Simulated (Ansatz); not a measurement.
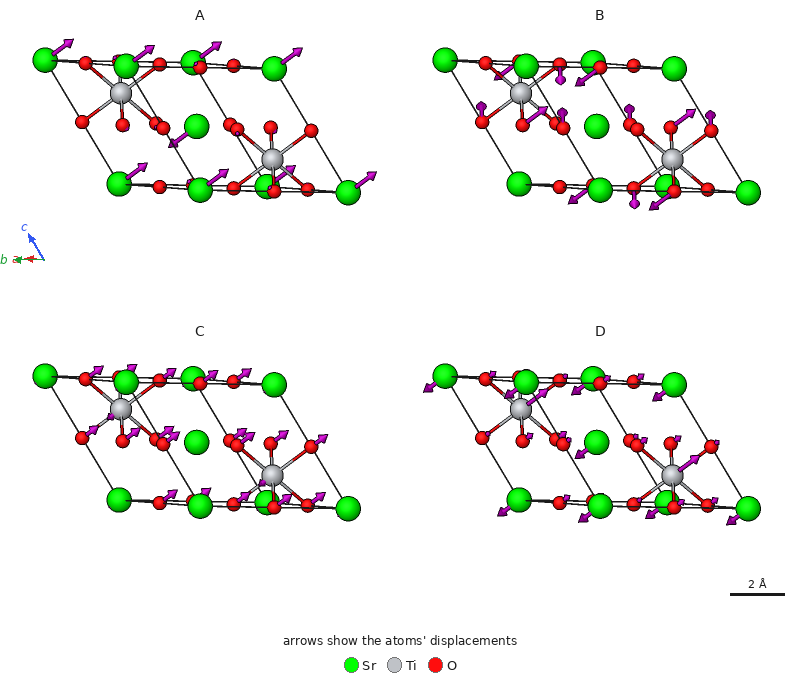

Four modes of crystalline SrTiO₃ at the zone centre of a doubled cell, in no order (one member of each degenerate set). Displacements are drawn as purple arrows; their common scale and sign are arbitrary. Style: ball-and-stick. Shown: the cell of the calculation, from a free direction. Only the shorter bonds are drawn.

The calculation used DFT PBEsol, scalar-relativistic, plane waves, PAW in Ansatz 0.2.0. Set-up: plane-wave cutoff 420 eV; k-point mesh 6 × 6 × 6; occupations gaussian; smearing width 0.05 eV; no spin polarisation.

Frequencies are those without the non-analytic (LO–TO) term.

Q: Rank the modes by frequency, softest first.

A: C (74i cm⁻¹), A (129 cm⁻¹), D (156 cm⁻¹), B (427 cm⁻¹). C, triply degenerate: All motion is along [1 1 −1] of the drawn cell; it stretches the shortest O–Ti bonds (1.95 Å); the kinetic energy is shared as O 70 %, Ti 23 %, Sr 7 %. A, triply degenerate: The Ti atoms stay at rest; atoms of one kind move against one another, with no net shift of any sublattice; the kinetic energy is shared as Sr 99 %, O 1 %. D, triply degenerate: All motion is along [1 1 −1] of the drawn cell; it stretches the shortest O–Ti bonds (1.95 Å); the kinetic energy is shared as Ti 51 %, Sr 45 %, O 4 %. B, triply degenerate: The Ti atoms stay at rest; the Sr atoms hardly move; atoms of one kind move against one another, with no net shift of their sublattice; the kinetic energy is shared as O 99 %, Sr 1 %. Not drawn: 1 imaginary level (83i cm⁻¹), so the structure is unstable.
